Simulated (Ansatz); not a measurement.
Here is a crystal structure:

```
CELL_PARAMETERS angstrom
5.18589 0.00000 0.00000
-2.59295 4.49111 0.00000
0.00000 0.00000 4.88981
ATOMIC_POSITIONS crystal
Ti 0.00000 0.67326 0.75000
Ti 0.00000 0.32674 0.25000
Ti 0.67326 0.00000 0.75000
Ti 0.67326 0.67326 0.25000
Ti 0.32674 0.32674 0.75000
Ti 0.32674 0.00000 0.25000
O 0.00000 0.00000 0.50000
O 0.00000 0.00000 0.00000
```

Summarise the structure in words.

This is Ti3O. The symmetry is that of P6_3/mcm (No. 193), on a primitive hexagonal lattice. Counting shared atoms by their share gives 6 Ti, 2 O, or 8 atoms.

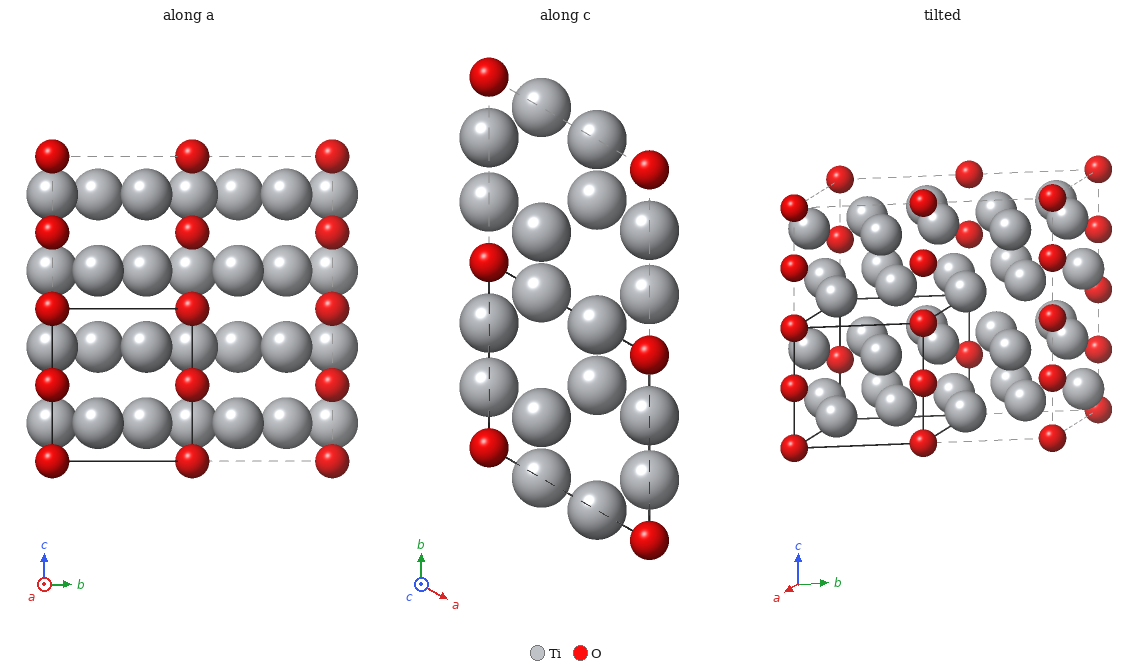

We look at a spheres-only model of the crystal along the a axis, along the c axis and slightly off an axis. The solid box is one conventional unit cell, and 1×2×2 cells are shown.

The structure comes from a structure listed in the Materials Project. It was relaxed at fixed volume with DFT r2SCAN, scalar-relativistic, plane waves, PAW (Ansatz 0.2.0).

At this level of theory the run's own cell isn't at rest (stretched, at -4 GPa), so its distances can differ from those at equilibrium, the more so the softer the solid.
